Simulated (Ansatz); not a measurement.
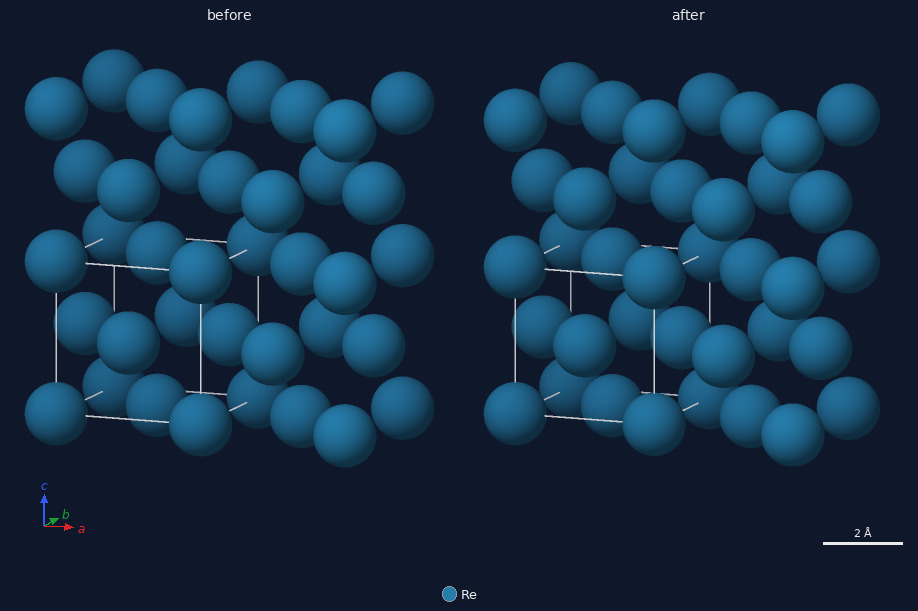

Left: a symmetric starting cell of Re (made from another compound by putting Re in place of Ta). Right: the same structure after one change, at the same scale. The picture is a spheres-only view of the conventional cell (4 times the calculation's cell), repeated 2 × 1 × 2 with one cell outlined, seen slightly off an axis. Lengths and directions refer to the drawn axes.

Computed with Ansatz 0.2.0, DFT PBE, scalar-relativistic, plane waves, PAW. Settings: plane-wave cutoff 420 eV; k-point mesh 18 × 18 × 18; occupations gaussian; smearing width 0.1 eV; no spin polarisation.

### What distinguishes the right structure from the left one?

All lengths are scaled by −3.8 % (volume −11.0 %), the atoms keeping their fractional coordinates. No relaxation follows. The starting cell wasn't computed here and needn't be at equilibrium, so pressure and forces aren't due to the change alone.

### How do the computed properties respond?

The pressure is 45.2 GPa (not all of it need come from the change, since the unchanged cell can be under pressure at this level too). All forces vanish by symmetry. Some distances before and after: Re–Re 2.784 → 2.678 Å. The space group stays Fm-3m (No. 225).
